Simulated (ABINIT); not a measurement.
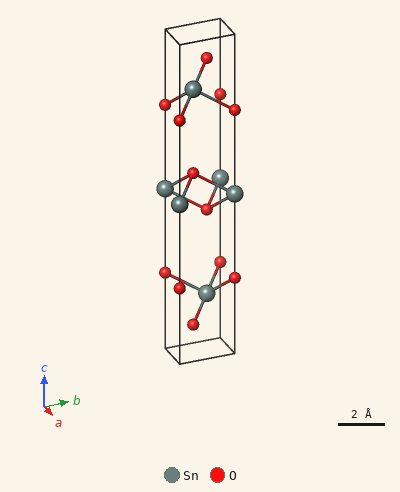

Fig. 1: The input geometry (ball-and-stick view of the cell 3 times as large as that of the calculation, set on its symmetry axes, seen slightly off an axis). An atom can appear more than once, as a periodic image. Near neighbours in the periodic cell (some may lie outside the picture): Sn has 6 O at 2.13 Å; O has 3 Sn at 2.13 Å.

**Single-point calculation of SnO2**

The run: single-point calculation of SnO2 (R-3m, 3 atoms in the cell). Method and program: Kohn-Sham DFT of a periodic cell, PBE, JTH PAW PBE v2.0, no spin polarisation (ABINIT 10.8.3).

The structure derives from a Materials Project entry.

Input
```
# Pseudopotentials
pp_dirpath "./"
pseudos "Sn.GGA_PBE-JTH.xml, O.GGA_PBE-JTH.xml"

# Structure
acell 3*1.0
rprim
     3.0558630302     1.7643033431     9.0718052197
    -3.0558630302     1.7643033431     9.0718052197
     0.0000000000    -3.5286066862     9.0718052197
ntypat 2
znucl 50 8
natom 3
typat 1 2 2
xred
     0.5000000000     0.5000000000     0.5000000000
     0.7628300000     0.7628300000     0.7628300000
     0.2371700000     0.2371700000     0.2371700000

# Plane-wave basis
ecut 23.0
pawecutdg 45.0
pawxcdev 0

# k points
kptopt 1
ngkpt 10 10 10
nshiftk 1
shiftk 0.0 0.0 0.0

# Exchange and correlation
ixc 11

# Bands and occupations
nband 17
occopt 3
tsmear 0.05 eV

# SCF cycle
nstep 100
tolvrs 1.0e-9

# Output
iomode 3
prtwf 0
prtden 0
prteig 0
prtebands 0
enunit 2
```

Hardware: 1 thread of Arm Neoverse V2, 24 GiB of memory available, shared host.

Launch command:
```bash
abinit run.abi > log 2>&1
```

Log
```
.Version 10.8.3 of ABINIT
 Symmetries : space group R-3 m (#166); Bravais hR (rhombohedral)
================================================================================
 Values of the parameters that define the memory need of the present run
     intxc =       0    ionmov =       0      iscf =      17    lmnmax =      18
     lnmax =       6     mgfft =      45  mpssoang =       3    mqgrid =    3001
     natom =       3  nloc_mem =       2    nspden =       1   nspinor =       1
    nsppol =       1      nsym =      12    n1xccc =       1    ntypat =       2
    occopt =       3   xclevel =       2
       mpw =        1577          nfft =       91125          nkpt =         116
 PAW method is used; the additional fine FFT grid is defined by:
   mgfftf=        60    nfftf =    216000
================================================================================
================================================================================

--------------------------------------------------------------------------------
------------- Echo of variables that govern the present computation ------------
--------------------------------------------------------------------------------
 -outvars: echo values of preprocessed input variables --------
            acell      1.0000000000E+00  1.0000000000E+00  1.0000000000E+00 Bohr
              amu      1.18710000E+02  1.59994000E+01
             ecut      2.30000000E+01 Hartree
           enunit           2
                       outvar_i_n : Printing only first  50 k-points.
              ixc          11
                       outvar_i_n : Printing only first  50 k-points.
         kptrlatt       10    0    0      0   10    0      0    0   10
          kptrlen      6.11172606E+01
            natom           3
            nband          17
            ngfft          45      45      45
          ngfftdg          60      60      60
             nkpt         116
            nstep         100
             nsym          12
           ntypat           2
                       prtocc : prtvol=0, do not print more k-points.
           occopt           3
        pawecutdg      4.50000000E+01 Hartree
         pawxcdev           0
           prtden           0
        prtebands           0
           prteig           0
            prtwf           0
            rprim      3.0558630302E+00  1.7643033431E+00  9.0718052197E+00
                      -3.0558630302E+00  1.7643033431E+00  9.0718052197E+00
                       0.0000000000E+00 -3.5286066862E+00  9.0718052197E+00
          spgroup         166
           tolvrs      1.00000000E-09
           tsmear      1.83746611E-03 Hartree
            typat      1  2  2
           useylm           1
                       outvars : Printing only first  50 k-points.
           xangst     -5.5468492916E-17  2.7694579837E-17  7.2008888711E+00
                      -2.5215597614E-16  5.2057736625E-17  1.0986108115E+01
                       4.8170312710E-17  1.3616380660E-17  3.4156696271E+00
            xcart     -1.0482026023E-16  5.2335171064E-17  1.3607707830E+01
                      -4.7650573592E-16  9.8374864956E-17  2.0760735527E+01
                       9.1028698422E-17  2.5731230273E-17  6.4546801319E+00
             xred      5.0000000000E-01  5.0000000000E-01  5.0000000000E-01
                       7.6283000000E-01  7.6283000000E-01  7.6283000000E-01
                       2.3717000000E-01  2.3717000000E-01  2.3717000000E-01
            znucl       50.00000    8.00000

================================================================================

 chkinp: Checking input parameters for consistency.

================================================================================
== DATASET  1 ==================================================================

--- !DatasetInfo
iteration_state: {dtset: 1, }
dimensions: {natom: 3, nkpt: 116, mband: 17, nsppol: 1, nspinor: 1, nspden: 1, mpw: 1577, }
cutoff_energies: {ecut:  23.0, pawecutdg:  45.0, }
electrons: {nelect:   2.60000000E+01, charge:   0.00000000E+00, occopt:   3.00000000E+00, tsmear:   1.83746611E-03, }
meta: {optdriver: 0, ionmov: 0, optcell: 0, iscf: 17, paral_kgb: 0, }
...

 Exchange-correlation functional for the present dataset will be:
  GGA: Perdew-Burke-Ernzerhof functional - ixc=11
  J.P.Perdew, K.Burke, M.Ernzerhof, PRL 77, 3865 (1996)

 Real(R)+Recip(G) space primitive vectors, cartesian coordinates (Bohr,Bohr^-1):
 R(1)=  3.0558630  1.7643033  9.0718052  G(1)=  0.1636199  0.0944660  0.0367439
 R(2)= -3.0558630  1.7643033  9.0718052  G(2)= -0.1636199  0.0944660  0.0367439
 R(3)=  0.0000000 -3.5286067  9.0718052  G(3)=  0.0000000 -0.1889320  0.0367439
 Unit cell volume ucvol=  2.9346216E+02 bohr^3
 Angles (23,13,12)=  3.65937182E+01  3.65937182E+01  3.65937182E+01 degrees

 Coarse grid specifications (used for wave-functions):

 getcut: wavevector=  0.0000  0.0000  0.0000  ngfft=  45  45  45
         ecut(hartree)=     23.000   => boxcut(ratio)=   2.09476

 Fine grid specifications (used for densities):

 getcut: wavevector=  0.0000  0.0000  0.0000  ngfft=  60  60  60
         ecut(hartree)=     45.000   => boxcut(ratio)=   2.04127

--- Pseudopotential description ------------------------------------------------
- pspini: atom type   1  psp file is ./Sn.GGA_PBE-JTH.xml
 Pseudopotential format is: paw10
 basis_size (lnmax)=  6 (lmn_size= 18), orbitals=   0   0   1   1   2   2
 Spheres core radius: rc_sph= 2.51086398
 Shapefunction is BESSEL type: shapef(r,l)=aa(1,l)*jl(q(1,l)*r)+aa(2,l)*jl(q(2,l)*r)
 Radius for shape functions =  1.40702157
 Compensation charge density is not taken into account in XC energy/potential

- pspini: atom type   2  psp file is ./O.GGA_PBE-JTH.xml
 Pseudopotential format is: paw10
 basis_size (lnmax)=  4 (lmn_size=  8), orbitals=   0   0   1   1
 Spheres core radius: rc_sph= 1.41465230
 Shapefunction is SIN type: shapef(r)=[sin(pi*r/rshp)/(pi*r/rshp)]**2
 Radius for shape functions =  1.20231231
 Compensation charge density is not taken into account in XC energy/potential

   9.07533010E+02                                ecore*ucvol(ha*bohr**3)
--------------------------------------------------------------------------------

================================================================================

--- !BeginCycle
iteration_state: {dtset: 1, }
solver: {iscf: 17, nstep: 100, nline: 4, wfoptalg: 10, }
tolerances: {tolvrs: 1.00E-09, }
...

     iter   Etot(hartree)      deltaE(h)  residm     nres2
 ETOT  1  -101.95989167142    -1.020E+02 4.340E-01 7.994E+01
 ETOT  2  -102.03550257583    -7.561E-02 2.784E-02 3.236E+01
 ETOT  3  -102.02085006085     1.465E-02 1.692E-02 2.177E+00
 ETOT  4  -102.02104517207    -1.951E-04 9.500E-03 5.548E-02
 ETOT  5  -102.02106669700    -2.152E-05 4.826E-03 5.786E-03
 ETOT  6  -102.02109314667    -2.645E-05 5.084E-03 4.145E-04
 ETOT  7  -102.02109399883    -8.522E-07 2.504E-03 4.462E-05
 ETOT  8  -102.02109440239    -4.036E-07 2.396E-03 2.403E-05
 ETOT  9  -102.02109441458    -1.220E-08 9.003E-04 5.609E-07
 ETOT 10  -102.02109441927    -4.682E-09 1.417E-03 2.178E-07
 ETOT 11  -102.02109442027    -1.000E-09 5.072E-04 4.481E-08
 ETOT 12  -102.02109442029    -2.518E-11 5.928E-04 8.631E-10

 At SCF step   12       nres2   =  8.63E-10 < tolvrs=  1.00E-09 =>converged.

 Cartesian components of stress tensor (hartree/bohr^3)
  sigma(1 1)=  3.62618141E-05  sigma(3 2)=  0.00000000E+00
  sigma(2 2)=  3.62618140E-05  sigma(3 1)=  0.00000000E+00
  sigma(3 3)=  4.57468929E-05  sigma(2 1)=  0.00000000E+00

--- !ResultsGS
iteration_state: {dtset: 1, }
comment   : Summary of ground state results
lattice_vectors:
- [  3.0558630,   1.7643033,   9.0718052, ]
- [ -3.0558630,   1.7643033,   9.0718052, ]
- [  0.0000000,  -3.5286067,   9.0718052, ]
lattice_lengths: [   9.73390,    9.73390,    9.73390, ]
lattice_angles: [ 36.594,  36.594,  36.594, ] # degrees, (23, 13, 12)
lattice_volume:   2.9346216E+02
convergence: {deltae: -2.518E-11, res2:  8.631E-10, residm:  5.928E-04, diffor: null, }
etotal    :  -1.02021094E+02
entropy   :   0.00000000E+00
fermie    :   1.32809978E-01
cartesian_stress_tensor: # hartree/bohr^3
- [  3.62618141E-05,   0.00000000E+00,   0.00000000E+00, ]
- [  0.00000000E+00,   3.62618140E-05,   0.00000000E+00, ]
- [  0.00000000E+00,   0.00000000E+00,   4.57468929E-05, ]
pressure_GPa:  -1.1599E+00
xred      :
- [  5.0000E-01,   5.0000E-01,   5.0000E-01, Sn]
- [  7.6283E-01,   7.6283E-01,   7.6283E-01,  O]
- [  2.3717E-01,   2.3717E-01,   2.3717E-01,  O]
cartesian_forces: # hartree/bohr
- [  3.78447040E-19,   2.89120579E-19,  -0.00000000E+00, ]
- [ -5.20927237E-19,  -7.04206241E-19,   3.64830887E-03, ]
- [  1.42480198E-19,   4.15085662E-19,  -3.64830887E-03, ]
force_length_stats: {min:   4.76248749E-19, max:   3.64830887E-03, mean:   2.43220591E-03, }
...

 Integrated electronic density in atomic spheres:
 ------------------------------------------------
 Atom  Sphere_radius  Integrated_density
    1        2.51086         12.03188827
    2        1.41465          4.53624105
    3        1.41465          4.53624105

================================================================================

 ----iterations are completed or convergence reached----

 Mean square residual over all n,k,spin=   22.857E-07; max=  59.282E-05
 reduced coordinates (array xred) for    3 atoms
       0.500000000000      0.500000000000      0.500000000000
       0.762830000000      0.762830000000      0.762830000000
       0.237170000000      0.237170000000      0.237170000000
 rms dE/dt=  2.7023E-02; max dE/dt=  3.3097E-02; dE/dt below (all hartree)
    1       0.000000000000      0.000000000000      0.000000000000
    2      -0.033096747470     -0.033096747470     -0.033096747470
    3       0.033096747470      0.033096747470      0.033096747470

 cartesian coordinates (angstrom) at end:
    1     -0.00000000000000     0.00000000000000     7.20088887113902
    2     -0.00000000000000     0.00000000000000    10.98610811514195
    3      0.00000000000000     0.00000000000000     3.41566962713608

 cartesian forces (hartree/bohr) at end:
    1      0.00000000000000     0.00000000000000    -0.00000000000000
    2     -0.00000000000000    -0.00000000000000     0.00364830887216
    3      0.00000000000000     0.00000000000000    -0.00364830887216
 frms,max,avg= 1.7198293E-03 3.6483089E-03   0.000E+00  0.000E+00  0.000E+00 h/b

 cartesian forces (eV/Angstrom) at end:
    1      0.00000000000000     0.00000000000000    -0.00000000000000
    2     -0.00000000000000    -0.00000000000000     0.18760358512570
    3      0.00000000000000     0.00000000000000    -0.18760358512570
 frms,max,avg= 8.8437178E-02 1.8760359E-01   0.000E+00  0.000E+00  0.000E+00 e/A
 length scales=  1.000000000000  1.000000000000  1.000000000000 bohr
              =  0.529177210544  0.529177210544  0.529177210544 angstroms
 Fermi (or HOMO) energy (hartree) =   0.13281   Average Vxc (hartree)=  -0.36341
 Eigenvalues (hartree) for nkpt= 116  k points:
 kpt#   1, nband= 17, wtk=  0.00100, kpt=  0.0000  0.0000  0.0000 (reduced coord)
  -0.64254   -0.63473   -0.63473   -0.62853   -0.62853   -0.56573   -0.50049   -0.04991
   0.04662    0.04662    0.06132    0.06132    0.08877    0.16365    0.30292    0.49792
   0.49810
      occupation numbers for kpt#   1
   2.00000    2.00000    2.00000    2.00000    2.00000    2.00000    2.00000    2.00000
   2.00000    2.00000    2.00000    2.00000    2.00000    0.00000    0.00000    0.00000
   0.00000
 prteigrs : prtvol=0 or 1, do not print more k-points.

 Fermi (or HOMO) energy (eV) =   3.61394   Average Vxc (eV)=  -9.88901
 Eigenvalues (   eV  ) for nkpt= 116  k points:
 kpt#   1, nband= 17, wtk=  0.00100, kpt=  0.0000  0.0000  0.0000 (reduced coord)
 -17.48430  -17.27192  -17.27192  -17.10308  -17.10308  -15.39427  -13.61891   -1.35805
   1.26854    1.26854    1.66873    1.66873    2.41568    4.45316    8.24291   13.54919
  13.55404
 prteigrs : prtvol=0 or 1, do not print more k-points.

--- !EnergyTerms
iteration_state     : {dtset: 1, }
comment             : Components of total free energy in Hartree
kinetic             :  2.70012835324434E+01
hartree             :  4.10266044281879E+01
xc                  : -1.27238126909821E+01
Ewald energy        : -6.52851045800865E+01
psp_core            :  3.09250436819301E+00
local_psp           : -1.13036475933754E+02
PAW spherical_terms :  1.79039113441486E+01
internal            : -1.02021089531849E+02
'-kT*entropy'       : -8.64280285496600E-12
total_energy        : -1.02021089531858E+02
total_energy_eV     : -2.77613527248720E+03
...

--- !EnergyTermsDC
iteration_state     : {dtset: 1, }
comment             : '"Double-counting" decomposition of free energy'
band_energy         : -8.28487887842585E+00
Ewald energy        : -6.52851045800865E+01
psp_core            :  3.09250436819301E+00
xc_dc               : -4.15677681224593E+01
PAW spherical_terms :  1.00241527924966E+01
internal            : -1.02021094420282E+02
'-kT*entropy'       : -8.64280285496600E-12
total_energy_dc     : -1.02021094420291E+02
total_energy_dc_eV  : -2.77613540550823E+03
...

--- !EnergyTermsWithPAWCore
iteration_state     : {dtset: 1, }
comment             : 'Components of total free energy, including PAW core contributions'
Total energy        : -6.32787006625462E+03
Total energy DC     : -6.32787007114306E+03
Total energy (eV)   : -1.72190116487236E+05
Total energy DC (eV): -1.72190116620257E+05
...

 Cartesian components of stress tensor (hartree/bohr^3)
  sigma(1 1)=  3.62618141E-05  sigma(3 2)=  0.00000000E+00
  sigma(2 2)=  3.62618140E-05  sigma(3 1)=  0.00000000E+00
  sigma(3 3)=  4.57468929E-05  sigma(2 1)=  0.00000000E+00

-Cartesian components of stress tensor (GPa)         [Pressure= -1.1599E+00 GPa]
- sigma(1 1)=  1.06685940E+00  sigma(3 2)=  0.00000000E+00
- sigma(2 2)=  1.06685940E+00  sigma(3 1)=  0.00000000E+00
- sigma(3 3)=  1.34592006E+00  sigma(2 1)=  0.00000000E+00

== END DATASET(S) ==============================================================
================================================================================

 -outvars: echo values of variables after computation  --------
            acell      1.0000000000E+00  1.0000000000E+00  1.0000000000E+00 Bohr
           etotal     -1.0202109442E+02
            fcart      3.7844703964E-19  2.8912057933E-19 -0.0000000000E+00
                      -5.2092723736E-19 -7.0420624090E-19  3.6483088722E-03
                       1.4248019772E-19  4.1508566157E-19 -3.6483088722E-03
            rprim      3.0558630302E+00  1.7643033431E+00  9.0718052197E+00
                      -3.0558630302E+00  1.7643033431E+00  9.0718052197E+00
                       0.0000000000E+00 -3.5286066862E+00  9.0718052197E+00
           strten      3.6261814059E-05  3.6261813970E-05  4.5746892924E-05
                       0.0000000000E+00  0.0000000000E+00  0.0000000000E+00
           xangst     -5.5468492916E-17  2.7694579837E-17  7.2008888711E+00
                      -2.5215597614E-16  5.2057736625E-17  1.0986108115E+01
                       4.8170312710E-17  1.3616380660E-17  3.4156696271E+00
             xred      5.0000000000E-01  5.0000000000E-01  5.0000000000E-01
                       7.6283000000E-01  7.6283000000E-01  7.6283000000E-01
                       2.3717000000E-01  2.3717000000E-01  2.3717000000E-01
 Calculation completed.
```

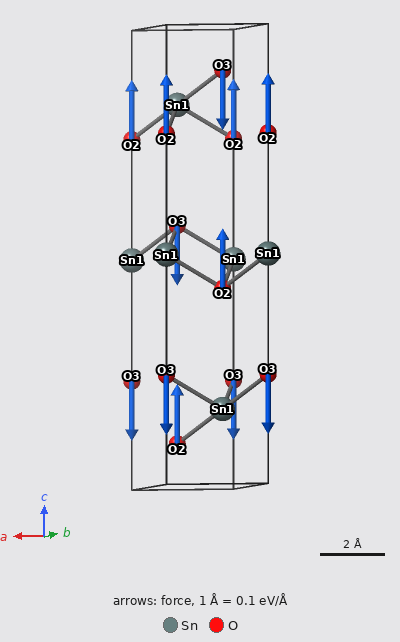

Fig. 2: Forces on the atoms as blue arrows (ball-and-stick view of the cell 3 times as large as that of the calculation, set on its symmetry axes, seen at an oblique angle; atoms are numbered from 1 in the order of the input). The largest act on O2, O3 (0.19 eV/Å). The geometry is not a stationary point of this energy.

Summary

```tsv
quantity	value
outcome	converged
space group (tolerance 0.01 Å)	R-3m (166)
electrons treated	26
free energy	−2776.1354 eV
Fermi energy	3.614 eV
gap on the k-point mesh	1.92 eV
pressure	−1.16 GPa
largest force (length of the vector)	0.188 eV/Å
wall time	2.9 min
peak memory	0.24 GiB
```
